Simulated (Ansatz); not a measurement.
Structure of Si:

```xyz
8
Lattice="4.9145 0.0000 0.0000 0.0000 4.9145 0.0000 0.0000 0.0000 4.9145" Properties=species:S:1:pos:R:3 pbc="T T T"
Si    0.0000    0.0000    0.0000
Si    2.4573    2.4573    2.4573
Si    1.2286    0.0000    2.4573
Si    3.6859    0.0000    2.4573
Si    2.4573    1.2286    0.0000
Si    2.4573    3.6859    0.0000
Si    0.0000    2.4573    1.2286
Si    0.0000    2.4573    3.6859
```

It is based on coordinates from a relaxation with DFT, PBE, plane waves (420 eV) with PAW, scalar-relativistic in Ansatz 0.2.0; the starting structure was generated, so it need not be a known form of this composition.

Predict radii and indices of the first 4 visible rings (3 % of the strongest or more) for 300 kV electrons.

```tsv
ring	radius	d (Å)	hkl
1	4.07 nm⁻¹	2.46	200
2	4.55 nm⁻¹	2.20	210
3	4.98 nm⁻¹	2.01	211
4	7.05 nm⁻¹	1.419	222
```

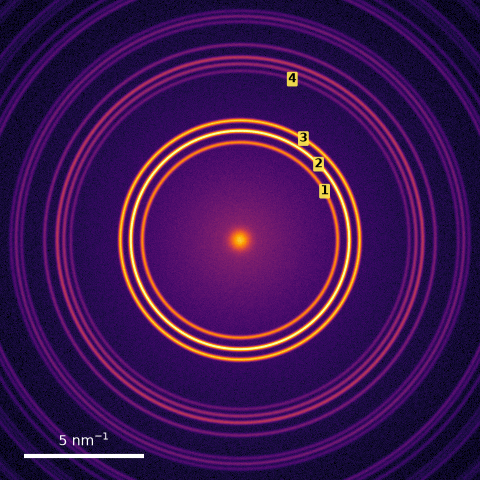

Simulated electron diffraction rings at 300 kV (λ = 0.0197 Å), scale in nm⁻¹ (radius = 1/d), for a fine-grained powder without texture. Kinematic intensities with B = 1.0 Å² for all atoms, without multiple scattering; brightness goes as intensity to the power 0.4, clipped at the top, with counting noise. Reflections closer than the ring width show as one ring. The numbers mark the rings of the table.
